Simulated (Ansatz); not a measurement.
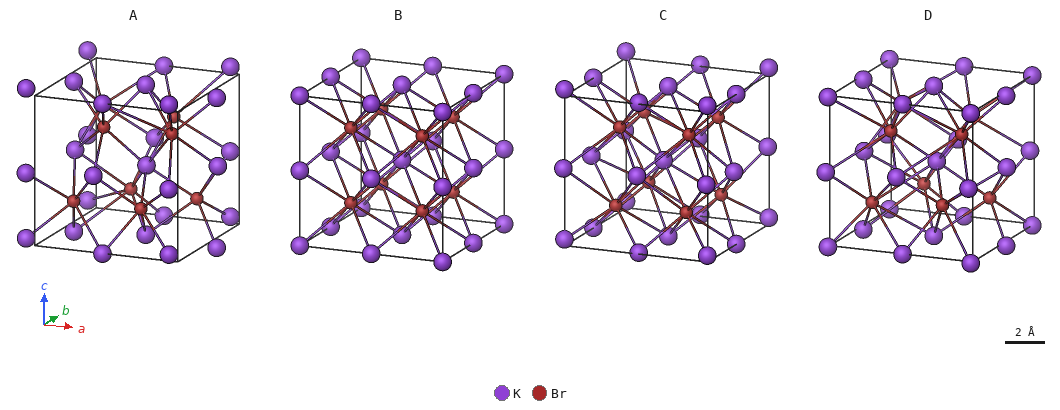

A Born-Oppenheimer molecular dynamics run of a 16-atom cell of KBr (set up in Pm-3m), 426 fs long. 4 frames in shuffled order; frame B is the first. The picture is a ball-and-stick view of the simulation cell, seen slightly off an axis. Atoms are followed out of the cell. Bonds to atoms that aren't drawn are left out.

All numbers below come from DFT PBE, scalar-relativistic, plane waves, PAW (Ansatz). Settings: plane-wave cutoff 420 eV; k-point mesh 1 × 1 × 1; Fermi-Dirac smearing 0.02 eV; constant energy (NVE); velocities drawn for 200 K; time step 3 fs.

Put the frames in order of time.

Answer. B, C, D, A, at 0 fs, 111 fs, 315 fs, 426 fs; the root-mean-square distance from the start grows as 0.00, 0.25, 0.50, 0.74 Å. In the second half of the run the atoms are, in the root-mean-square, this far from where they began (common drift taken out): Br 0.67 Å, K 0.34 Å. Against the typical shortest distance between atoms in the first frame, about 3.5 Å these are large excursions, but over 426 fs one can't yet tell strong vibration from the start of diffusion.
